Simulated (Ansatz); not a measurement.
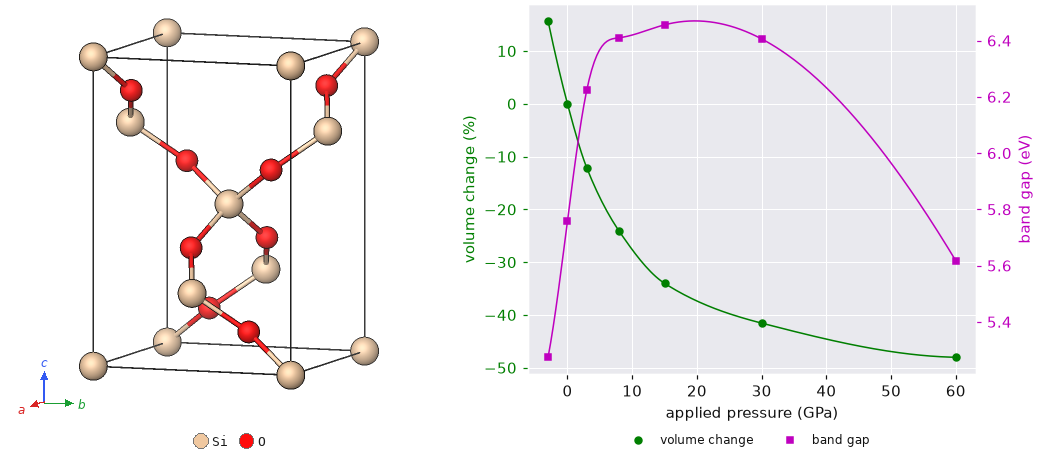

The picture above shows the volume change and band gap against applied pressure for SiO₂, space group I-42d (No. 122). The conventional cell is drawn beside the plot.

The given structure:
```cif
data_structure
_symmetry_space_group_name_H-M 'P 1'
_symmetry_Int_Tables_number 1
_cell_length_a 5.0426
_cell_length_b 5.0426
_cell_length_c 5.0426
_cell_angle_alpha 121.488
_cell_angle_beta 121.488
_cell_angle_gamma 87.441
_cell_volume 88.53
loop_
_atom_site_label
_atom_site_type_symbol
_atom_site_fract_x
_atom_site_fract_y
_atom_site_fract_z
_atom_site_occupancy
Si1 Si 0.00000 0.00000 0.00000 1
Si2 Si 0.75000 0.25000 0.50000 1
O1 O 0.37500 0.22350 0.34850 1
O2 O 0.97350 0.62500 0.84850 1
O3 O 0.77650 0.12500 0.15150 1
O4 O 0.87500 0.02650 0.65150 1
```

Calculation (Ansatz 0.2.0): volume, enthalpy and cell of a crystal along a series of hydrostatic pressures at zero temperature, keeping its symmetry; changes are against the given cell; the k mesh follows the cell and the gap; plane waves with PAW datasets, Γ-centred k mesh. Level: LDA, no spin polarisation.

| setting | value |
| --- | --- |
| wave cutoff | 420 eV |
| occupations | Gaussian |
| k mesh at zero pressure | 6×6×6 |
| smearing width at zero pressure | 0.02 eV |

Q: Read off the course of the volume change.

A: It falls from 15.70 % at applied pressure −3 GPa to −48.02 % at 60 GPa.

Q: What happens to the gap?

A: It stays open and runs from 5.274 eV at applied pressure −3 GPa to 5.617 eV at 60 GPa, with its largest value, 6.456 eV, at 15 GPa.

Limits of the calculation: far from the equilibrium volume.
